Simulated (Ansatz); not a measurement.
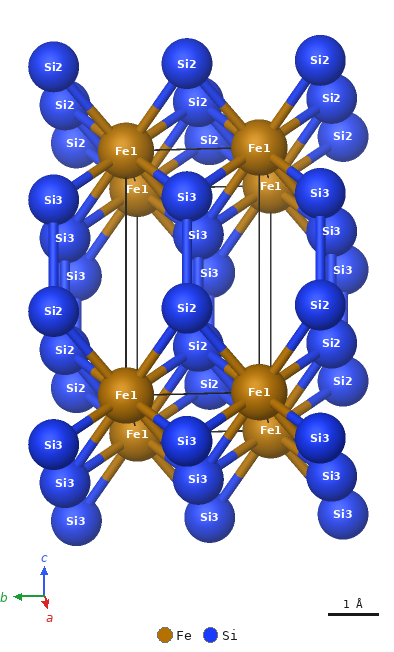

Reference structure: a crystal of FeSi2 (set up in P4/mmm). A ball-and-stick model of the cell of the calculation, seen from a free direction.

Method: DFT PBEsol, scalar-relativistic, plane waves, PAW in Ansatz 0.2.0. Set-up: plane-wave cutoff 420 eV; k-point mesh 16 × 16 × 8; occupations gaussian; smearing width 0.1 eV; no spin polarisation.

Now this is done to it. The volume is changed by +6.0 %. The cell's shape and the atoms are relaxed at that volume.

Input
```yaml
crystal:
  lattice:
    - [2.732559933, 0.0, 0.0]
    - [0.0, 2.732559933, 0.0]
    - [0.0, 0.0, 5.1920839814]
  atoms:
    - { symbol: Fe, position: [0.0, 0.0, 0.0] }
    - { symbol: Si, position: [0.5, 0.5, 0.2709852094] }
    - { symbol: Si, position: [0.5, 0.5, 0.7290147906] }
basis:
  ecutwfc: 420
kpoints:
  mp_grid: { grid: [16, 16, 8] }
hamiltonian:
  xc: pbesol
scf:
  occupations: { method: gaussian, width: 0.1 }
output:
  forces: true
  stress: true
  eigenvalues: true
relax:
  adjacent_minimum: "off"
  f_tol: 0.01
  max_steps: 30
  cell: { stress_tol: 0.1, fix: [volume] }
```

Command:
```bash
ansatz run input.yaml --threads 1 --pin off --max-ram 2560MiB --backend cpu --events-out ev --progress --plain --runs-dir out
```

**What is the effect?**

The drawn cell changes as follows: a = b 2.676 → 2.736 Å (+2.2 %), c 5.106 → 5.178 Å (+1.4 %); the volume changes by +6.0 %. The largest moves relative to the cell, 0.010 Å, are those of Si2 and Si3. Si3 goes along +c. Fe stays in place. Among the bonded contacts that change: Si–Si 2.329 → 2.382 Å, Fe–Si 2.347 → 2.387 Å. The space group stays P4/mmm (No. 123). Energy change: +24.2 meV per atom. The pressure goes from 0.0 to −10.0 GPa.

The changed structure in the same view:

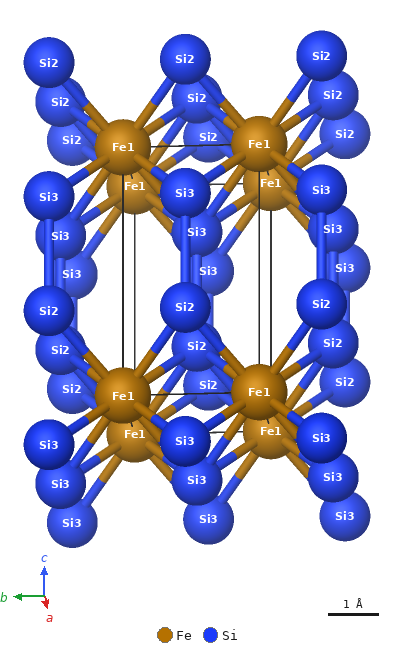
